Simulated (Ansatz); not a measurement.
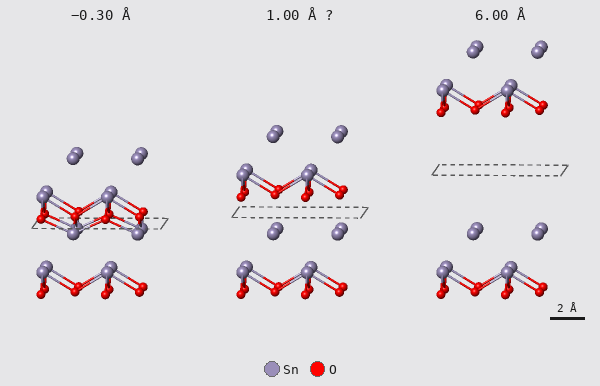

A scan of a crystal of SnO (Cmce): the crystal is pulled apart rigidly along the normal of the (0 0 1) plane of the conventional cell, at a cut between a plane of Sn below and one of O above, 1.15 Å apart. One cut stands in each cell, which starts 9.5 Å high; nothing is relaxed, and the dashed outline marks the cut. A ball-and-stick model of the layers on both sides of the cut, seen from the side, nearly along the cut plane.

These are results of DFT PBEsol, scalar-relativistic, plane waves, PAW (Ansatz 0.2.0), not measurements. Set-up: plane-wave cutoff 420 eV; k-point mesh 10 × 10 × 4; occupations gaussian; smearing width 0.15 eV; no spin polarisation. Energies (free energies at the smearing named) are counted from the relaxed crystal.

```
opening (Å)  ΔE per area (J/m²)
      −0.30                0.72
       0.00                0.00
       0.25                0.43
       0.50                1.48
       1.00                   ?
       1.50                5.55
       2.00                6.39
       3.00                7.00
       6.00                7.31
```

> Fill in the missing row.

A straight line between the two neighbours gives 3.52 J/m². A cubic through the four nearest rows (0.25, 0.50, 1.50, 2.00) gives, with Lagrange weights, (−0.4571)(0.43) + (1.0000)(1.48) + (0.6000)(5.55) + (−0.1429)(6.39) = 3.70 J/m². The calculation gives 3.91 J/m², so the cubic is 0.21 J/m² too low and the straight line 0.39 J/m² too low, as the curve bends downwards here.

The whole profile:

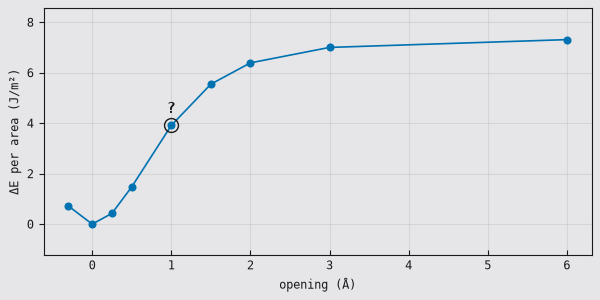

Limits of the set-up: layers or molecules are held without a dispersion correction, so their spacing is unreliable.
